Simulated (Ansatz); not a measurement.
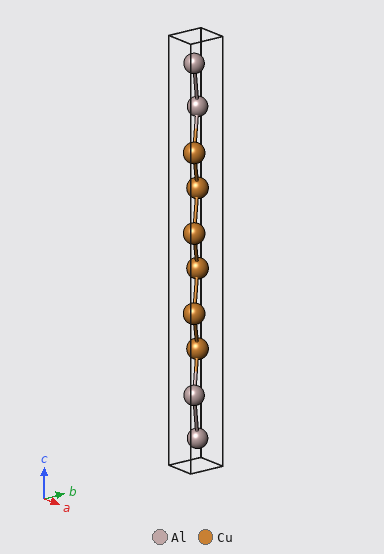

Drawn in the ball-and-stick manner and seen slightly off an axis. The box is the conventional unit cell; atoms on or close to its faces, edges and corners are drawn wherever they repeat. Cell: a = 2.70 Å, b = 2.70 Å, c = 21.72 Å, α = 90.00°, β = 90.00°, γ = 120.00°.

The structure was taken from a structure type filled with these elements by a generator (whether the compound takes this form wasn't checked). Earlier steps of the study may have refined or changed the cell and positions. Ansatz was used for an electronic-structure calculation on it.

**In words:**

The solid is Al₂Cu₃. Space group P-3m1 (No. 164), lattice primitive hexagonal. Content of the cell: 4 Al, 6 Cu (Z = 2). Numbers of contacts at bonding distance: Al 12 and Cu 12.

Computational set-up: DFT PBE, scalar-relativistic, plane waves, PAW in Ansatz 0.2.0, E_cut = 420 eV, 18×18×2 k-points, Gaussian smearing of 0.1 eV, no spin polarisation.

**Is it conducting or gapped at this level?**

A metal: bands cross the Fermi level.

**How are the electrons shared out in a Bader analysis?**

Al +0.03 to +0.31 e; Cu -0.33 to 0.00 e.

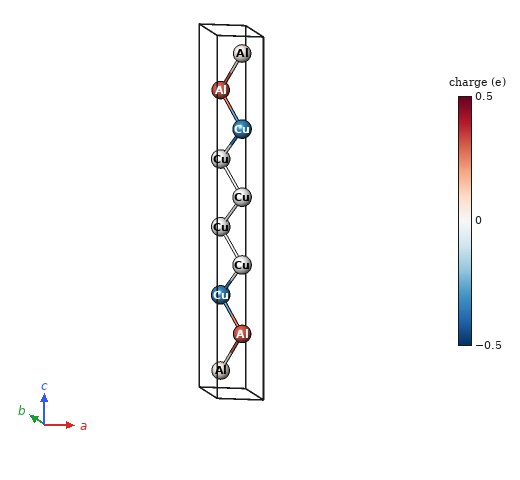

The atoms coloured by those charges. The run's cell of 10 atoms is drawn.

**Do the forces and the stress vanish for this geometry?**

Yes. All forces vanish to within 0.01 eV/Å. The pressure is 0.0 GPa, close to zero.
